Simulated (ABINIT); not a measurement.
# Band-structure run of ScAl3 (part 4 of 4)

ScAl3 (Pm-3m, 4 atoms in the cell); Kohn-Sham DFT of a periodic cell, LDA, HGH LDA, no spin polarisation (ABINIT 10.8.3); cutoff 489.81 eV, 7×7×7 k-mesh, fermi-dirac of 0.05 eV. The structure derives from a Materials Project entry.

Geometry of the input (Å; fractional positions):
```
4.0878  0.0000  0.0000
0.0000  4.0878  0.0000
0.0000  0.0000  4.0878
Sc 0.0000  0.0000  0.0000
Al 0.5000  0.5000  0.0000
Al 0.0000  0.5000  0.5000
Al 0.5000  0.0000  0.5000
```

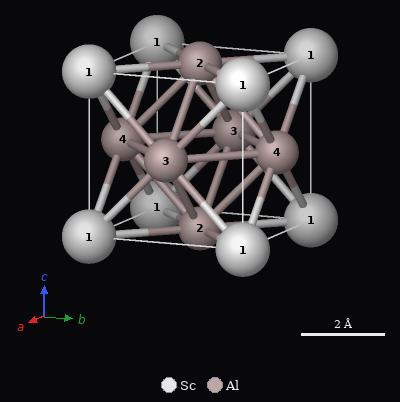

The structure (ball-and-stick view of the cell of the calculation, seen slightly off an axis; atoms are numbered from 1 in the order of the input).

The program's output, continued
```
  -0.04367    0.16694    0.16694    0.19621    0.29146    0.29146    0.33867    0.33867
   0.36324    0.42219    0.45002    0.45002    0.47375    0.51897    0.52238    0.52238
 kpt#  33, nband= 16, wtk=  1.00000, kpt=  0.1786  0.1786  0.1786 (reduced coord)
  -0.03263    0.15713    0.15713    0.18472    0.28827    0.28827    0.34827    0.34827
   0.36790    0.41280    0.44878    0.44878    0.47666    0.51629    0.51629    0.52864
 kpt#  34, nband= 16, wtk=  1.00000, kpt=  0.2143  0.2143  0.2143 (reduced coord)
  -0.01937    0.14897    0.14897    0.17540    0.27616    0.27616    0.36457    0.36457
   0.36844    0.38625    0.44989    0.44989    0.50108    0.51333    0.51333    0.54046
 kpt#  35, nband= 16, wtk=  1.00000, kpt=  0.2500  0.2500  0.2500 (reduced coord)
  -0.00406    0.14244    0.14244    0.16856    0.26139    0.26139    0.34324    0.38059
   0.38059    0.38277    0.45132    0.45132    0.51701    0.51701    0.51815    0.55442
 kpt#  36, nband= 16, wtk=  1.00000, kpt=  0.2857  0.2857  0.2857 (reduced coord)
   0.01310    0.13748    0.13748    0.16430    0.24634    0.24634    0.31151    0.38494
   0.39317    0.39317    0.45171    0.45171    0.51108    0.52972    0.52972    0.57054
 kpt#  37, nband= 16, wtk=  1.00000, kpt=  0.3214  0.3214  0.3214 (reduced coord)
   0.03185    0.13399    0.13399    0.16260    0.23223    0.23223    0.28103    0.38461
   0.40148    0.40148    0.45148    0.45148    0.49026    0.55145    0.55145    0.58879
 kpt#  38, nband= 16, wtk=  1.00000, kpt=  0.3571  0.3571  0.3571 (reduced coord)
   0.05185    0.13182    0.13182    0.16304    0.21965    0.21965    0.25263    0.37865
   0.40604    0.40604    0.45144    0.45144    0.47121    0.58011    0.58011    0.60919
 kpt#  39, nband= 16, wtk=  1.00000, kpt=  0.3929  0.3929  0.3929 (reduced coord)
   0.07275    0.13076    0.13076    0.16456    0.20911    0.20911    0.22724    0.36668
   0.40834    0.40834    0.45226    0.45226    0.46016    0.61329    0.61329    0.63169
 kpt#  40, nband= 16, wtk=  1.00000, kpt=  0.4286  0.4286  0.4286 (reduced coord)
   0.09408    0.13042    0.13042    0.16404    0.20101    0.20101    0.20693    0.35211
   0.40885    0.40885    0.45261    0.45261    0.45580    0.64877    0.64877    0.65615
 kpt#  41, nband= 16, wtk=  1.00000, kpt=  0.4643  0.4643  0.4643 (reduced coord)
   0.11512    0.13050    0.13050    0.15550    0.19588    0.19588    0.19627    0.34044
   0.40917    0.40917    0.45351    0.45351    0.45406    0.68220    0.68317    0.68319
 kpt#  42, nband= 16, wtk=  1.00000, kpt=  0.5000  0.5000  0.5000 (reduced coord)
   0.13065    0.13065    0.13065    0.14320    0.19411    0.19411    0.19411    0.33600
   0.40985    0.40985    0.45460    0.45460    0.45460    0.70235    0.70395    0.70429
 kpt#  43, nband= 16, wtk=  1.00000, kpt=  0.4545  0.5000  0.4545 (reduced coord)
   0.11514    0.12781    0.13186    0.15677    0.19476    0.19480    0.19872    0.34078
   0.40900    0.40909    0.45345    0.45352    0.45404    0.67674    0.68300    0.69157
 kpt#  44, nband= 16, wtk=  1.00000, kpt=  0.4091  0.5000  0.4091 (reduced coord)
   0.09540    0.11986    0.13557    0.16992    0.19686    0.19764    0.21361    0.35321
   0.40865    0.40933    0.45157    0.45363    0.45540    0.63754    0.65309    0.66203
 kpt#  45, nband= 16, wtk=  1.00000, kpt=  0.3636  0.5000  0.3636 (reduced coord)
   0.07686    0.10810    0.14182    0.17882    0.20031    0.20396    0.23695    0.36839
   0.40855    0.40953    0.44917    0.45463    0.46003    0.59736    0.62377    0.63004
 kpt#  46, nband= 16, wtk=  1.00000, kpt=  0.3182  0.5000  0.3182 (reduced coord)
   0.06007    0.09446    0.15045    0.18667    0.20512    0.21414    0.26418    0.38047
   0.40722    0.40811    0.44495    0.45324    0.47237    0.55870    0.59808    0.59943
 kpt#  47, nband= 16, wtk=  1.00000, kpt=  0.2727  0.5000  0.2727 (reduced coord)
   0.04533    0.08059    0.16147    0.19502    0.21136    0.22789    0.29301    0.38661
   0.40364    0.40714    0.43890    0.45153    0.49380    0.52340    0.57383    0.57862
 kpt#  48, nband= 16, wtk=  1.00000, kpt=  0.2273  0.5000  0.2273 (reduced coord)
   0.03273    0.06766    0.17465    0.20424    0.21884    0.24473    0.32103    0.38798
   0.39543    0.40448    0.42817    0.44731    0.49417    0.52065    0.55584    0.56635
 kpt#  49, nband= 16, wtk=  1.00000, kpt=  0.1818  0.5000  0.1818 (reduced coord)
   0.02236    0.05640    0.18975    0.21425    0.22745    0.26430    0.34533    0.38385
   0.38733    0.40097    0.41045    0.44195    0.47437    0.54254    0.54809    0.56186
 kpt#  50, nband= 16, wtk=  1.00000, kpt=  0.1364  0.5000  0.1364 (reduced coord)
   0.01426    0.04728    0.20631    0.22455    0.23680    0.28580    0.36061    0.37007
   0.38495    0.38705    0.39690    0.43982    0.46374    0.53704    0.55044    0.56329
 kpt#  51, nband= 16, wtk=  1.00000, kpt=  0.0909  0.5000  0.0909 (reduced coord)
   0.00845    0.04058    0.22314    0.23403    0.24583    0.30816    0.35635    0.36289
   0.36338    0.38001    0.39269    0.44457    0.45805    0.51572    0.56039    0.56755
 kpt#  52, nband= 16, wtk=  1.00000, kpt=  0.0455  0.5000  0.0455 (reduced coord)
   0.00496    0.03650    0.23768    0.24129    0.25335    0.32947    0.34340    0.34593
   0.36009    0.37177    0.39046    0.45166    0.45545    0.49842    0.57299    0.57492
 kpt#  53, nband= 16, wtk=  1.00000, kpt=  0.0000  0.5000  0.0000 (reduced coord)
   0.00379    0.03513    0.24392    0.24392    0.25623    0.33530    0.34186    0.34186
   0.35800    0.36335    0.38942    0.45419    0.45419    0.49188    0.57498    0.58283

== END DATASET(S) ==============================================================
================================================================================

 -outvars: echo values of variables after computation  --------
            acell      1.8897261259E+00  1.8897261259E+00  1.8897261259E+00 Bohr
           etotal1    -8.1425627317E+00
            fcart1    -0.0000000000E+00 -0.0000000000E+00 -0.0000000000E+00
                      -0.0000000000E+00 -0.0000000000E+00 -0.0000000000E+00
                      -0.0000000000E+00 -0.0000000000E+00 -0.0000000000E+00
                      -0.0000000000E+00 -0.0000000000E+00 -0.0000000000E+00
            rprim      4.0878065700E+00  0.0000000000E+00  0.0000000000E+00
                       0.0000000000E+00  4.0878065700E+00  0.0000000000E+00
                       0.0000000000E+00  0.0000000000E+00  4.0878065700E+00
           strten1     2.7816432646E-04  2.7816432646E-04  2.7816432646E-04
                       0.0000000000E+00  0.0000000000E+00  0.0000000000E+00
           xangst      0.0000000000E+00  0.0000000000E+00  0.0000000000E+00
                       2.0439032850E+00  2.0439032850E+00  0.0000000000E+00
                       0.0000000000E+00  2.0439032850E+00  2.0439032850E+00
                       2.0439032850E+00  0.0000000000E+00  2.0439032850E+00
             xred      0.0000000000E+00  0.0000000000E+00  0.0000000000E+00
                       5.0000000000E-01  5.0000000000E-01  0.0000000000E+00
                       0.0000000000E+00  5.0000000000E-01  5.0000000000E-01
                       5.0000000000E-01  0.0000000000E+00  5.0000000000E-01
 Calculation completed.
```

Key numbers

- outcome: converged
- space group (tolerance 0.01 Å): Pm-3m (221)
- electrons treated: 12
- free energy: −221.5704 eV
- Fermi energy: 8.257 eV
- gap on the k-point mesh: none (metallic)
- pressure: −8.18 GPa
- largest force (length of the vector): under 0.001 eV/Å
- hardware: 1 thread of Intel Xeon (Sapphire Rapids), 16 GiB of memory available, shared host
- wall time: 26 s
- peak memory: 0.1 GiB

The cell is under a tension of 8.2 GPa at this level, so it is not at its equilibrium volume.
